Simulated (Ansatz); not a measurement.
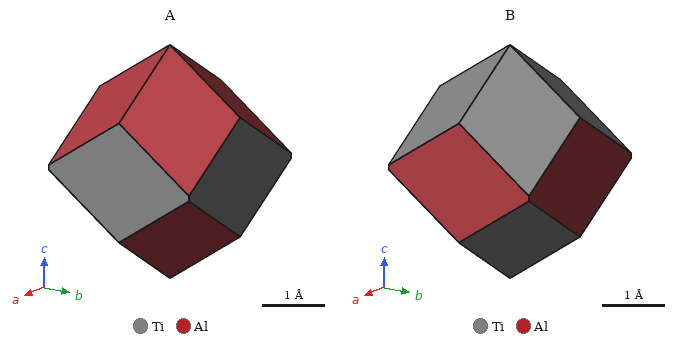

Computed Voronoi cells of the 2 sites of this structure, drawn to one scale and in one orientation; each face has the colour of the neighbour behind it.

TiAl, space group P4/mmm (No. 123), a = 2.822 Å, b = 2.822 Å, c = 4.078 Å, α = 90.00°, β = 90.00°, γ = 90.00°

| site | Wyckoff | x | y | z |
| --- | --- | --- | --- | --- |
| Ti | 1d | 0.5000 | 0.5000 | 0.5000 |
| Al | 1a | 0.0000 | 0.0000 | 0.0000 |

Source: coordinates from a relaxation with DFT PBE, scalar-relativistic, plane waves, PAW (Ansatz).

### Which cell belongs to which site?

A is Ti (12 faces above 1 % of the solid angle, 16.2 Å³, mostly facing Al); B is Al (12 faces above 1 % of the solid angle, 16.2 Å³, mostly facing Ti).
